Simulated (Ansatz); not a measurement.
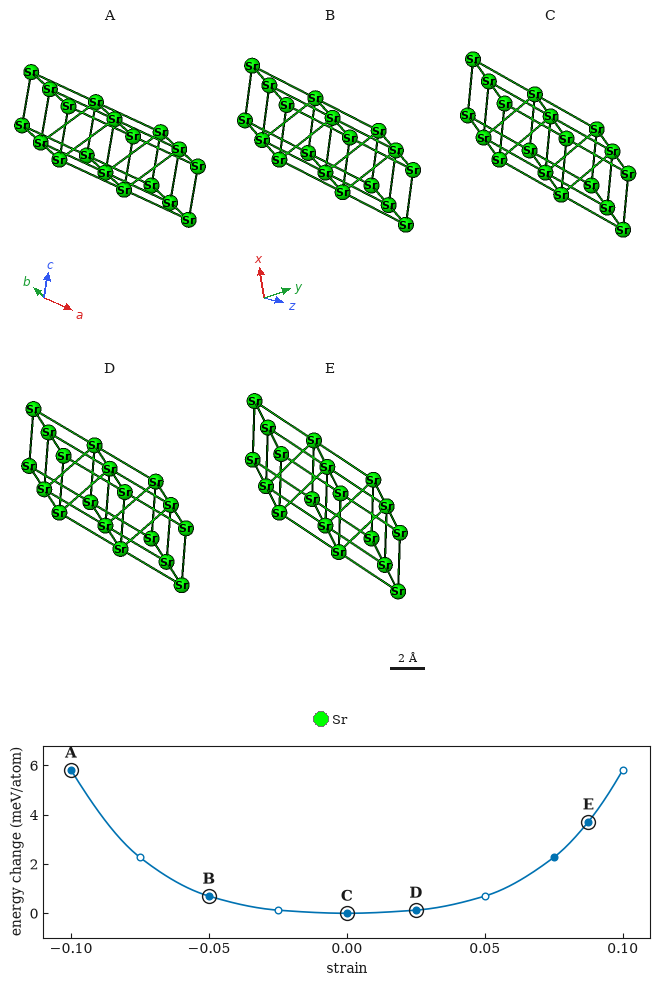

Energy scan for crystalline Sr (Im-3m), in which the cell is strained along x and oppositely along y, with the atoms kept at their fractional coordinates. x, y and z are the Cartesian axes of the input. The lettered frames are marked on the plot. Hollow markers are points alike by symmetry, not computed again. A ball-and-stick model of the cell of the calculation, repeated 2 × 2 × 1 with one cell outlined, seen slightly off an axis.

Computed with DFT PBE, scalar-relativistic, plane waves, PAW in Ansatz 0.2.0. Set-up: plane-wave cutoff 420 eV; k-point mesh 14 × 14 × 14; occupations gaussian; smearing width 0.15 eV; no spin polarisation. Energies (free energies at the smearing named) are counted from the cell as listed in its source, which wasn't relaxed.

Q: Describe the profile.

A: The lowest computed point lies at the strain 0.00 (0.00 meV/atom). The end points stand at 5.81 meV/atom (−0.10) and 5.81 meV/atom (0.10). The distortion takes the space group from Im-3m to Immm. At the strain −0.10 the cell of the drawing goes a 4.200 → 4.214 Å, b 4.200 → 4.214 Å, c 4.200 → 4.214 Å, α 109.5° → 117.6°, β 109.5° → 101.5°, γ 109.5° → 109.7°.
